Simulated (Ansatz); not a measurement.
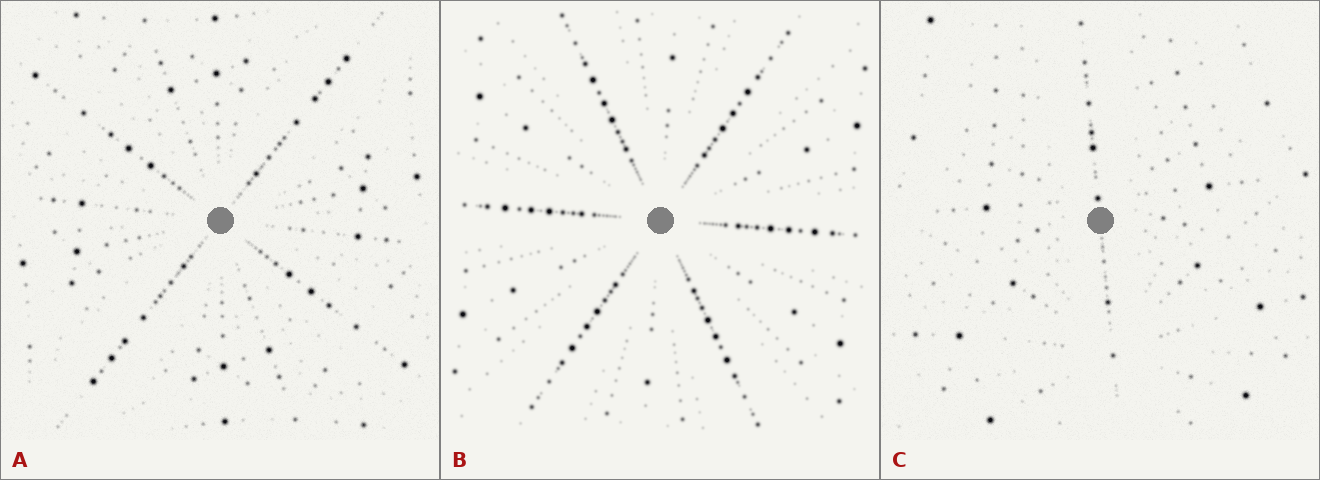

Simulated back-reflection Laue patterns (white X-rays, 0.45 to 2.2 Å, flat plate covering ±45° about the beam, kinematic intensities, seen from the source). Crystal: Ge, space group P6_3/mmc (No. 194), a = 4.058 Å, c = 6.691 Å (hexagonal axes). Structure: coordinates from a relaxation with Ansatz 0.2.0, DFT PBE, scalar-relativistic, plane waves, PAW; the starting structure was generated, so it need not be a known form of this composition.

The directions [001], [210], [211] point towards the source, in some order. Which is which?

Answer. A: [210], symmetry 2mm (a twofold axis with two mirror lines). B: [001], symmetry 6mm (a sixfold axis with mirror lines). C: [211], symmetry m (one mirror line). The Laue class is 6/mmm.
